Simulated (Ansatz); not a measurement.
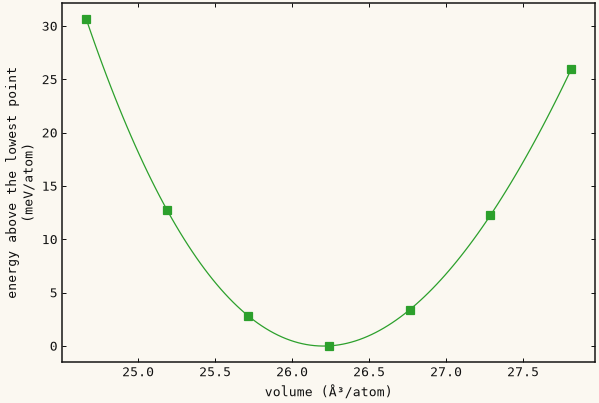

Plotted: energy above the lowest point against volume for Pr, space group Fd-3m (No. 227) (one of a set of cubic test structures, which need not be the stable phase).

How it was computed, with Ansatz 0.2.0 development build: equation of state of a cubic crystal from periodic Kohn-Sham density functional theory without spin, third-order Birch-Murnaghan fit to the free energies; pressure corrected for the finite basis. Level: PBE.

structure type diamond; atoms in cell 2; space group number 227; lattice centring face-centred primitive; k mesh 32×32×32; occupation method Fermi–Dirac; occupation width 0.06123 eV; wave cutoff 420 eV; datasets soft-1 PAW; density tolerance 1e−07 eV; bands 30; density cutoff ratio 4; search for lower states default.

From this curve and the settings, what does the calculation give for the pressure at the same points?

The pressure falls from 6.8 GPa at volume 24.66 Å³/atom to −4.9 GPa at 27.81 Å³/atom, and changes sign near 26.21 Å³/atom.

```tsv
volume (Å³/atom)	pressure (GPa)
24.66	6.8
25.19	4.2
25.71	1.9
26.24	-0.1
26.76	-1.9
27.29	-3.5
27.81	-4.9
```

Limits of the calculation: cubic model structure, not the ambient form; open f shell treated without spin.
